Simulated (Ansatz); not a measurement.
# Single-point calculation of NiGe$_{3}$

NiGe$_{3}$ (Fm-3m, 4 atoms in the cell), computed with DFT PBEsol, scalar-relativistic, plane waves, PAW, spin-polarised (Ansatz 0.2.0).

The structure was built on a prototype by a generator; it need not be a known phase. It belongs to a series of runs on one base structure; here: large parallel starting moments. Figures and captions count atoms from 1; the log counts them from 0 in places.

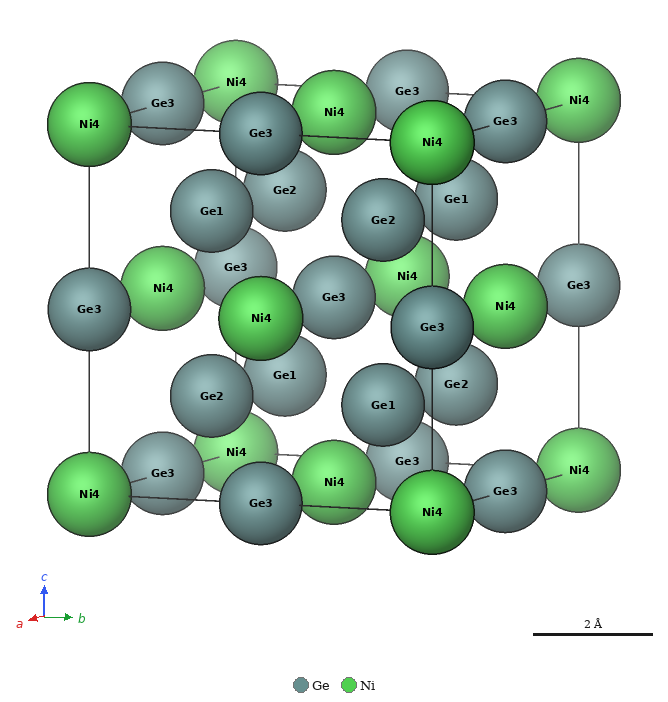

The structure (spheres-only view of the cell 4 times as large as that of the calculation, set on its symmetry axes, seen slightly off an axis; atoms are numbered from 1 in the order of the input). An atom can appear more than once, as a periodic image.

### Results in brief

| quantity | value |
| --- | --- |
| outcome | converged |
| space group (tolerance 0.01 Å) | Fm-3m (225) |
| electrons treated | 60 |
| free energy | −18564.4727 eV |
| Fermi energy | 13.380 eV |
| gap on the k-point mesh | none (metallic) |
| net moment of the cell | 0.00 μB |
| integrated absolute moment | 0.00 μB |
| pressure | 0.00 GPa |
| largest force (length of the vector) | under 0.001 eV/Å |
| hardware | 1 thread of Arm Neoverse V1, 24 GiB of memory available, shared host |
| wall time | 47 s |
| peak memory | 0.5 GiB |

### Remarks

Warnings of the run: some starting moments were not kept.

### The input
```yaml
crystal:
  lattice:
    - [0.0, 3.1530310228, 3.1530310228]
    - [3.1530310228, 0.0, 3.1530310228]
    - [3.1530310228, 3.1530310228, 0.0]
  atoms:
    - { symbol: Ge, position: [0.25, 0.25, 0.25] }
    - { symbol: Ge, position: [0.75, 0.75, 0.75] }
    - { symbol: Ge, position: [0.5, 0.5, 0.5] }
    - { symbol: Ni, position: [0.0, 0.0, 0.0], spin: 2.5 }
basis:
  ecutwfc: 420
kpoints:
  mp_grid: { grid: [12, 12, 12] }
hamiltonian:
  xc: pbesol
scf:
  occupations: { method: gaussian, width: 0.1 }
  lower_state_search: "off"
output:
  forces: true
  stress: true
  eigenvalues: true
  populations: true
magnetization:
  spin_polarized: true
```

Run as:
```bash
ansatz run input.yaml --threads 1 --pin off --max-ram 2560MiB --backend cpu --events-out ev --progress --plain --runs-dir out
```

### Output
```
Engine: ansatz 0.2.0, aarch64-unknown-linux-gnu
Pseudopotentials: kind: paw
Pseudopotential: Ge, paw, valence charge 14, recommended cutoff 420 eV (normal), Ge.paw.azcp
Pseudopotential: Ni, paw, valence charge 18, recommended cutoff 420 eV (normal), Ni.paw.azcp
Functional definition: PBEsol
  exchange = pbesol_x
  correlation = pbesol_c
Crystal: 4 atoms, lattice volume = 62.692 Å³
Basis set: ecut = 420 eV, 1243 PW (Γ), exchange–correlation on 60×60×60 points (8 copies of the dense FFT grid, shifted against one another)
Bands: 38, of which v1, the nominal top of the filled ones, is band 30 counted from 1 (29 counted from 0)
Symmetry: 48 space group operations
Space group: Fm-3m (ITA 225), of the structure as read, at distance tolerance 4.0e-5 Å
Magnetic group: BNS 225.116 (UNI 1618), of the structure as read, at distance tolerance 4.0e-5 Å
k-points: 72 of 1728
Non-local potential: Ge, projectors of the file, l = 0: 2, l = 1: 2, l = 2: 3, l = 3: 1
Non-local potential: Ni, projectors of the file, l = 0: 3, l = 1: 2, l = 2: 3, l = 3: 1
PAW form: soft (Blöchl's): semilocal exchange-correlation on the pseudo side does not see the compensation charge
PAW frozen core: Ge, regenerated for the run's functional, and the local potential with it (the file was generated under x = pbe(κ = 0.804, μ = 0.2195149727645171), c = pbe(β = 0.06672455060314922))
PAW frozen core: Ni, regenerated for the run's functional, and the local potential with it (the file was generated under x = pbe(κ = 0.804, μ = 0.2195149727645171), c = pbe(β = 0.06672455060314922))
PAW one-centre angular grid: Ge, 590 points (default); XC on 64 Gauss nodes
PAW one-centre angular grid: Ni, 590 points (default); XC on 64 Gauss nodes
Initial density: superposition of atomic densities (chi_scale 0.1, normalization cell)
Starting moments: Σ|m| = 2.5 μB on 1 of 4 sites
Initial wavefunctions: pseudopotential atomic-orbital guess
Functional: x = pbesol(κ = 0.804, μ = 0.12345679012345678), c = pbesol(β = 0.046)
SCF iter   1: F=—  HF=-18564.937863 eV  |F-HF|=—  |Δ(HF+E_count)|=         —  Δρ=1.92e-1 (↑5.12e-2 ↓1.92e-1)  dr2=1.21e1  dr2_m=8.32e0  M=0.298 μB ∫|m|=0.411 μB  β_m=0.30  ethr=3.10e-3  ⟨swp⟩=5.4  Hψ=18305  notcnv=0
preconditioner: auto → Kerker (q_TF=auto, 2.708 Å⁻¹)  [metal: Δε(μ)=0.005 eV  Ē_g=20.165 eV  σ=0.100 eV  W_gap=0.03  n_scr=14 (ndim 8)  ℏωp=33.8 eV  f_vac=0.000  D(μ)=1.45/eV (n_scr^D=14)]
spin=Collinear: Kerker preconditioning applied to the charge; magnetization (m = ρ↑ − ρ↓) channel mixes plain (no charge-response kernel on spin).
SCF iter   2: F=—  HF=-18564.527775 eV  |F-HF|=—  |Δ(HF+E_count)|=   4.10e-1  Δρ=9.07e-2 (↑9.07e-2 ↓1.95e-2)  dr2=2.18e0  dr2_m=1.48e0  M=0.777 μB ∫|m|=1.018 μB  β_m=0.30  ethr=3.10e-3  ⟨swp⟩=2.9  Hψ=12243  notcnv=0  defer=346
SCF iter   3: F=—  HF=-18564.429856 eV  |F-HF|=—  |Δ(HF+E_count)|=   9.79e-2  Δρ=8.83e-2 (↑4.25e-2 ↓8.83e-2)  dr2=2.01e0  dr2_m=2.41e0  M=0.316 μB ∫|m|=0.516 μB  β_m=0.30  ethr=3.10e-3  ⟨swp⟩=2.0  Hψ=8397  notcnv=0  defer=339
SCF iter   4: F=—  HF=-18565.703519 eV  |F-HF|=—  |Δ(HF+E_count)|=    1.27e0  Δρ=1.21e-1 (↑1.10e-1 ↓1.21e-1)  dr2=2.88e1  dr2_m=1.88e-2  M=1.117 μB ∫|m|=1.387 μB  β_m=1.00  ethr=3.10e-3  ⟨swp⟩=3.0  Hψ=8297  notcnv=0  defer=333
SCF iter   5: F=—  HF=-18564.328500 eV  |F-HF|=—  |Δ(HF+E_count)|=    1.38e0  Δρ=6.62e-2 (↑3.47e-2 ↓6.62e-2)  dr2=6.34e-1  dr2_m=1.46e0  M=0.293 μB ∫|m|=0.563 μB  β_m=0.30  ethr=3.10e-3  ⟨swp⟩=2.4  Hψ=8403  notcnv=0  defer=337
SCF iter   6: F=—  HF=-18564.348678 eV  |F-HF|=—  |Δ(HF+E_count)|=   2.02e-2  Δρ=3.74e-2 (↑3.74e-2 ↓2.70e-2)  dr2=5.17e-2  dr2_m=5.95e-1  M=0.360 μB ∫|m|=0.607 μB  β_m=0.30  ethr=1.06e-3  ⟨swp⟩=2.1  Hψ=7407  notcnv=0  defer=330
SCF iter   7: F=—  HF=-18564.384942 eV  |F-HF|=—  |Δ(HF+E_count)|=   3.63e-2  Δρ=2.98e-2 (↑2.98e-2 ↓2.52e-2)  dr2=1.06e-2  dr2_m=4.34e-1  M=0.303 μB ∫|m|=0.520 μB  β_m=0.30  ethr=8.62e-5  ⟨swp⟩=1.4  Hψ=5303  notcnv=0  defer=330
SCF iter   8: F=—  HF=-18564.407849 eV  |F-HF|=—  |Δ(HF+E_count)|=   2.29e-2  Δρ=2.35e-2 (↑2.28e-2 ↓2.35e-2)  dr2=1.55e-4  dr2_m=3.08e-1  M=0.263 μB ∫|m|=0.448 μB  β_m=0.30  ethr=1.76e-5  ⟨swp⟩=2.0  Hψ=7614  notcnv=0  defer=330
SCF iter   9: F=—  HF=-18564.427575 eV  |F-HF|=—  |Δ(HF+E_count)|=   1.97e-2  Δρ=2.29e-2 (↑1.71e-2 ↓2.29e-2)  dr2=1.67e-2  dr2_m=2.30e-1  M=0.223 μB ∫|m|=0.379 μB  β_m=0.30  ethr=2.59e-7  ⟨swp⟩=2.4  Hψ=9651  notcnv=0  defer=330
Mixer restart at iter 9: flushing history
spin-set hold released at iteration 9 (site moments contracting): the magnetisation degrees of freedom join the quasi-Newton model from the next iteration; the mixer history was flushed
SCF iter  10: F=—  HF=-18564.440702 eV  |F-HF|=—  |Δ(HF+E_count)|=   1.31e-2  Δρ=1.67e-2 (↑1.67e-2 ↓1.51e-2)  dr2=9.39e-4  dr2_m=1.46e-1  M=0.211 μB ∫|m|=0.343 μB  β_m=0.65  ethr=2.59e-7  ⟨swp⟩=2.5  Hψ=10130  notcnv=0  defer=330
SCF iter  11: F=—  HF=-18564.602130 eV  |F-HF|=—  |Δ(HF+E_count)|=   1.61e-1  Δρ=4.01e-2 (↑1.91e-2 ↓4.01e-2)  dr2=1.59e0  dr2_m=6.44e-2  M=0.055 μB ∫|m|=0.129 μB  β_m=0.27  ethr=2.59e-7  ⟨swp⟩=4.5  Hψ=15924  notcnv=0  defer=331  recentre
SCF iter  12: F=—  HF=-18564.464736 eV  |F-HF|=—  |Δ(HF+E_count)|=   1.37e-1  Δρ=8.24e-3 (↑8.24e-3 ↓6.82e-3)  dr2=6.05e-4  dr2_m=3.25e-2  M=0.118 μB ∫|m|=0.185 μB  β_m=0.72  ethr=2.59e-7  ⟨swp⟩=4.2  Hψ=17109  notcnv=0  defer=336
SCF iter  13: F=—  HF=-18564.473172 eV  |F-HF|=—  |Δ(HF+E_count)|=   8.44e-3  Δρ=3.41e-3 (↑3.41e-3 ↓1.68e-3)  dr2=1.21e-2  dr2_m=4.55e-4  M=0.019 μB ∫|m|=0.031 μB  β_m=0.86  ethr=2.59e-7  ⟨swp⟩=2.9  Hψ=10356  notcnv=0  defer=336
SCF iter  14: F=—  HF=-18564.473041 eV  |F-HF|=—  |Δ(HF+E_count)|=   1.32e-4  Δρ=2.02e-3 (↑1.19e-3 ↓2.02e-3)  dr2=4.88e-3  dr2_m=1.03e-4  M=-0.008 μB ∫|m|=0.010 μB  β_m=0.74  ethr=2.59e-7  ⟨swp⟩=2.0  Hψ=9422  notcnv=0  defer=336
SCF iter  15: F=—  HF=-18564.472703 eV  |F-HF|=—  |Δ(HF+E_count)|=   3.37e-4  Δρ=3.97e-4 (↑3.97e-4 ↓1.48e-4)  dr2=1.48e-4  dr2_m=9.95e-6  M=-0.002 μB ∫|m|=0.003 μB  β_m=0.87  ethr=2.59e-7  ⟨swp⟩=2.0  Hψ=9492  notcnv=0  defer=336
SCF iter  16: F=—  HF=-18564.472700 eV  |F-HF|=—  |Δ(HF+E_count)|=   3.22e-6  Δρ=1.29e-4 (↑1.29e-4 ↓9.20e-5)  dr2=2.50e-5  dr2_m=3.06e-7  M=-0.000 μB ∫|m|=0.001 μB  β_m=0.94  ethr=2.47e-7  ⟨swp⟩=1.1  Hψ=5153  notcnv=0  defer=336
SCF iter  17: F=—  HF=-18564.472699 eV  |F-HF|=—  |Δ(HF+E_count)|=   6.78e-7  Δρ=1.94e-5 (↑1.94e-5 ↓9.79e-6)  dr2=4.45e-7  dr2_m=2.15e-8  M=-0.000 μB ∫|m|=0.000 μB  β_m=0.73  ethr=4.16e-8  ⟨swp⟩=1.3  Hψ=5193  notcnv=0  defer=336
iter 18 did not close the SCF: its close was put off for a magnetic moment that had not settled (scf_convergence_deferred on its scf_iter line)
SCF iter  18: F=-18564.472699 eV  HF=-18564.472699 eV  |F-HF|=1.30e-8  |Δ(HF+E_count)|=   9.87e-8  Δρ=7.79e-6 (↑7.79e-6 ↓2.73e-6)  dr2=2.04e-8  dr2_m=1.55e-8  M=-0.000 μB ∫|m|=0.000 μB  β_m=0.84  ethr=1.67e-10  ⟨swp⟩=7.9  Hψ=24283  notcnv=0
iter 19 did not close the SCF: its close was put off for a magnetic moment that had not settled (scf_convergence_deferred on its scf_iter line)
SCF iter  19: F=-18564.472699 eV  HF=-18564.472699 eV  |F-HF|=3.61e-9  |Δ(HF+E_count)|=   4.69e-9  Δρ=1.64e-6 (↑9.48e-7 ↓1.64e-6)  dr2=3.72e-9  dr2_m=1.08e-10  M=-0.000 μB ∫|m|=0.000 μB  β_m=0.88  ethr=3.41e-11  ⟨swp⟩=2.0  Hψ=13427  notcnv=0
SCF iter  20: F=-18564.472699 eV  HF=-18564.472699 eV  |F-HF|=1.13e-10  |Δ(HF+E_count)|=  1.56e-10  Δρ=2.19e-7 (↑1.96e-7 ↓2.19e-7)  dr2=9.52e-11  dr2_m=8.84e-13  M=-0.000 μB ∫|m|=0.000 μB  ethr=6.20e-12  ⟨swp⟩=1.2  Hψ=11589  notcnv=0
WARN: the starting moments were not kept: the SCF closed with an absolute magnetisation of 1.2e-6 μB, where they sum to 2.5 μB in size (1 site). That is at most 0.1 of that sum. Measured as dr2_m measures the in/out step, that magnetisation stands 2.6e-13 eV from none, at or under the dr2_threshold of 1.0e-7 eV: it is no larger than a step whose dr2_m would equal this threshold. The system may hold no moment; this SCF shows only that its start led to no more than that. To try another start: raise the starting moments (crystal.atoms[].spin, magnetization.per_species, magnetization.initial_magnetization, or on a non-collinear deck that types none of these the spinor_matrix: blocks that start its atoms; where the total moment is fixed, keep their sum and leave initial_magnetization as it is; typed ones take the place of any that the run laid by itself, positive ones on a crystal's lanthanoids without a Hubbard term where scf.initial_density.shell_occupations: [] is typed) or, if the notice of its spin-set hold's release reads "site moments contracting" or "site moments show no strong build", lengthen the hold (scf.mixing.spin_hold: { on: { confirm: 4 } }; for m-r²SCAN on two components see the key's manual first). Each may lead to a state that holds a moment. A second SCF, from the converged charge density, with the starting moments and any scf.initial_density.shell_occupations laid on it anew, would have followed, and was not run: the deck does not ask for one (magnetization.retry_lost_moments is false, the default). To let it run, set magnetization.retry_lost_moments: true and run the deck again, where that key's refused combinations let it; where memory then withholds it, that run's warning says so.
SCF 1 converged in 20 iterations: F = -18564.472699 eV  dr2 = 9.52e-11
  greatest PAW one-centre occupation: 1.001 electrons in one spin orbital (limit 2), on the Ni atom at site 3 (counted from 0), in its partial waves of l = 1
```

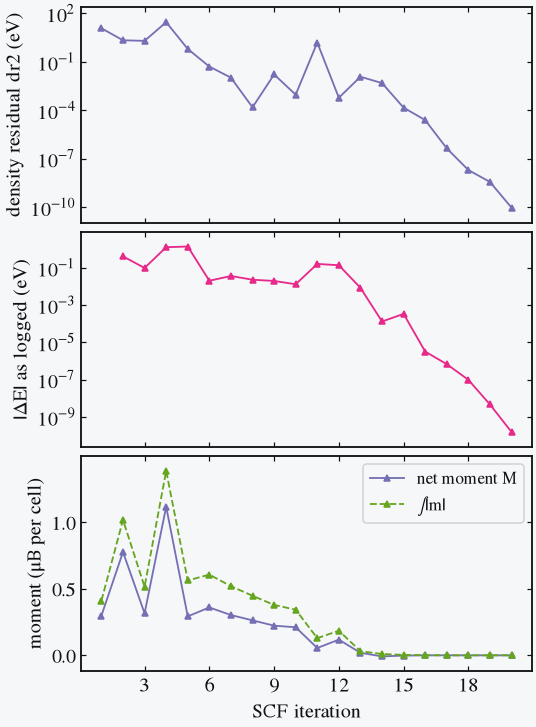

Convergence of the self-consistent field: density residual dr2, size of the energy change and magnetic moment against the SCF iteration. The residual falls unevenly and jumps up by a factor of two or more 4 times on the way down. The net moment goes from 0.3 to 0.0 μB per cell, with excursions between 0.0 and 1.1 on the way, and ∫|m| falls to zero.

```
SCF converged after 20 iterations
Magnetization: -0.0000 μB (30.0000 up, 30.0000 down)
Absolute magnetization: 0.0000 μB (∫|ρ↑−ρ↓|, with the PAW one-centre terms)
Spin contamination: 0.0000 ħ² per cell (⟨S²⟩ above its minimum at these occupations)
Per-site moments (μB) at R_I (Å): [(-1.692848809034062e-7, 1.126374547924408), (-1.6928488081711411e-7, 1.1263745479244078), (-1.6403253909108073e-7, 1.1263745479244078), (2.4344053829346955e-7, 1.126374547924408)]
Free energy (F): -18564.472699 eV
Harris-Foulkes:  -18564.472699 eV  (|F-HF|=1.13e-10)
Internal energy: -18564.460048 eV  (E = F + TS)
E sigma→0 (E₀):  -18564.466373 eV
Entropy (-TS):   -0.012652 eV (-3.163 meV/atom)
Fermi energy:    13.380322 eV
--- Per-component energies (eV) ---
  E_band       = -612.456864
  E_kinetic    = 618.867393
  E_local      = -10061.015198  (includes V_loc(G=0)·N_el)
  E_nonlocal   = 1896.297149
  E_hartree    = 4348.001651
  E_xc         = -310.513713
  E_vxc        = -304.584508  (∫ρ·V_xc dr)
  E_paw        = -7529.492654  (= ΣΔE_a)
  E_vpaw       = -1458.025615  (= ΣTr[D̂ρ^β])
  E_aug_tail   = 0.001091  (compensation charges beyond the density's cutoff)
  E_ewald      = -7529.556864
  E_core_change = 2.951098  (= ΣΔE_core)
  E_smearing   = -0.012652  (= −TS)
  E_closure    = -0.000000  (closes the sum)
  Σ components = -18564.472699   (vs F -18564.472699, Δ=0.00e0)
--- Forces (eV/Å), atoms counted from 1 ---
  atom   1  Ge    -0.00000000     0.00000000     0.00000000
  atom   2  Ge    -0.00000000    -0.00000000     0.00000000
  atom   3  Ge     0.00000000    -0.00000000     0.00000000
  atom   4  Ni    -0.00000000     0.00000000    -0.00000000
  max |Σ_I F_I| component: 8.33e-17 eV/Å
--- Stress (GPa, compression-positive) ---
       -0.002037      -0.000000       0.000000
        0.000000      -0.002037      -0.000000
        0.000000       0.000000      -0.002037
  P = ⅓ Tr σ = -0.0020 GPa (-0.020 kbar)
--- Band table (eV; the first three rows and the last of 144) ---
  k-point 0 ↑: bands = ["-89.1883", "-49.7539", "-49.7539", "-49.7539", "-11.4928", "-11.4928", "-11.4928", "-11.4757", "-11.4757", "-11.3089", "-11.3089", "-11.3089", "-11.2939", "-11.2939", "-11.2413", "-11.2413", "-11.2413", "-11.2306", "-11.2306", "-0.2516", "8.3661", "9.9749", "9.9749", "9.9749", "10.3226", "11.6622", "11.6622", "11.9986", "11.9986", "11.9986", "14.0050", "14.0050", "14.0050", "15.3619", "15.3619", "15.3619", "18.4469", "19.5958"]
  k-point 1 ↑: bands = ["-89.1883", "-49.7539", "-49.7539", "-49.7539", "-11.4937", "-11.4937", "-11.4930", "-11.4745", "-11.4745", "-11.3079", "-11.3079", "-11.3061", "-11.2931", "-11.2931", "-11.2439", "-11.2422", "-11.2422", "-11.2315", "-11.2315", "-0.1752", "7.9456", "9.6668", "9.9448", "9.9448", "10.4059", "11.4418", "11.4418", "12.2621", "12.2621", "12.5057", "13.9467", "13.9534", "13.9534", "15.3385", "15.3385", "15.5015", "18.9545", "19.9426"]
  k-point 2 ↑: bands = ["-89.1883", "-49.7539", "-49.7539", "-49.7539", "-11.4960", "-11.4960", "-11.4933", "-11.4712", "-11.4712", "-11.3049", "-11.3049", "-11.2988", "-11.2912", "-11.2912", "-11.2513", "-11.2449", "-11.2449", "-11.2337", "-11.2337", "0.0531", "6.9922", "8.9752", "9.8521", "9.8521", "11.1153", "11.2340", "11.2340", "12.4516", "12.5772", "12.5772", "13.7085", "13.7085", "14.3505", "15.5174", "15.5174", "16.1890", "20.1813", "20.8473"]
  k-point 71 ↓: bands = ["-89.1883", "-49.7539", "-49.7539", "-49.7539", "-11.5084", "-11.4976", "-11.4976", "-11.4579", "-11.4499", "-11.2995", "-11.2995", "-11.2991", "-11.2886", "-11.2740", "-11.2585", "-11.2585", "-11.2504", "-11.2504", "-11.2289", "3.6146", "3.9958", "3.9958", "6.9194", "10.8374", "10.8374", "11.6266", "11.6759", "12.0660", "13.1666", "13.2520", "13.2520", "14.7659", "17.7983", "18.8389", "19.2939", "19.2939", "22.2855", "22.3600"]
--- Löwdin populations: 4 sites ---
  site symbol       q [e]    m [muB]
     0     Ge     14.1144    -0.0000
     1     Ge     14.1144    -0.0000
     2     Ge     14.0190    -0.0000
     3     Ni     17.4792     0.0000
  spilling = 0.004551 (of n_electrons = 60.000000)
```

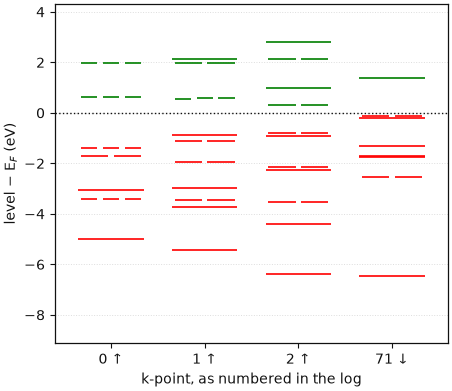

Kohn–Sham levels near the Fermi level (dotted) at the few k-points that the log prints; levels within 0.02 eV of each other stand side by side. The system is metallic on the full mesh.
